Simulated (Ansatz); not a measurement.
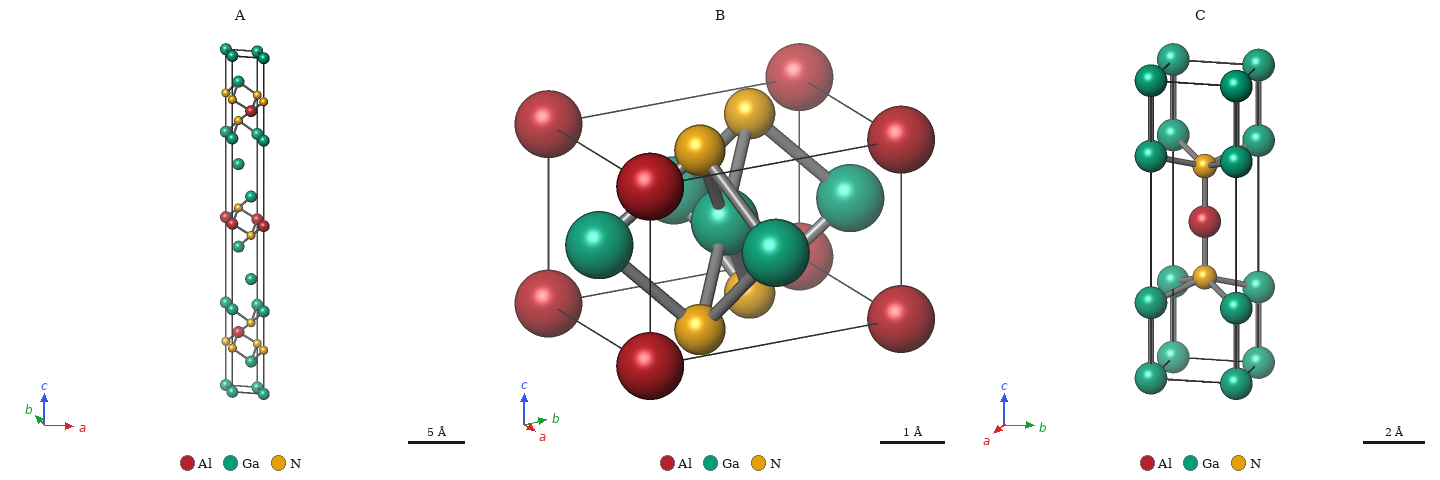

Three structures of AlGa₃N₂, each relaxed to rest (conventional cells in solid outline, small ones repeated, each panel with its own scale). Method: DFT PBE, scalar-relativistic, plane waves, PAW (Ansatz 0.2.0), without spin polarisation.

Give the type and space group of each panel.

A: 18 atoms a cell on a rhombohedral (trigonal R) lattice, R-3m; B: CeCo₃B₂ type, P6/mmm; C: 6 atoms a cell on a primitive tetragonal lattice, P4/mmm.

Rank them by energy, lowest first.

A, then C (+355 meV/atom) and B (+758 meV/atom), energies at zero smearing.

Collect the results in a table.

| panel | structure | E − E(lowest) (meV/atom) | volume (Å³/atom) | gap (eV) |
| --- | --- | --- | --- | --- |
| A | R-3m | 0 | 13.2 | metal |
| C | P4/mmm | 355 | 14.1 | metal |
| B | P6/mmm | 758 | 13.5 | metal |

Some of these may be structure types tried for this composition rather than known phases, and the most stable form need not be among them. Gaps are taken on the k-mesh or band path of each run.
